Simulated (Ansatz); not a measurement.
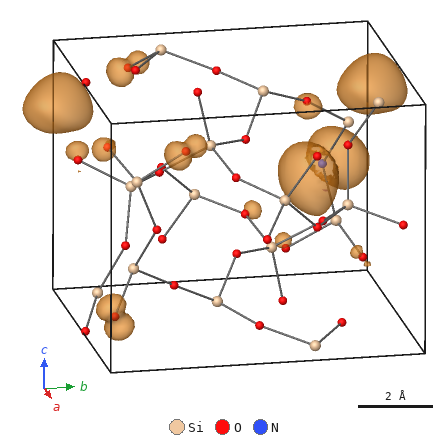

Si16NO30 (cell with a defect). Isosurfaces of the spin density at +0.02 (orange) and −0.02 e/Å³ (purple), seen slightly off an axis. Sticks mark near contacts.

PAW files of the earlier set (soft_1); spin-polarised.

Level of theory: Ansatz, DFT PBE, scalar-relativistic, plane waves, PAW.

> Which atoms carry the moments, and with what signs?

The spin density sits on N: +0.4 μB in one cell of 47 atoms: with much of the spin spread outside that site. The cell of the calculation (47 atoms) carries 1.0 μB of net spin moment.
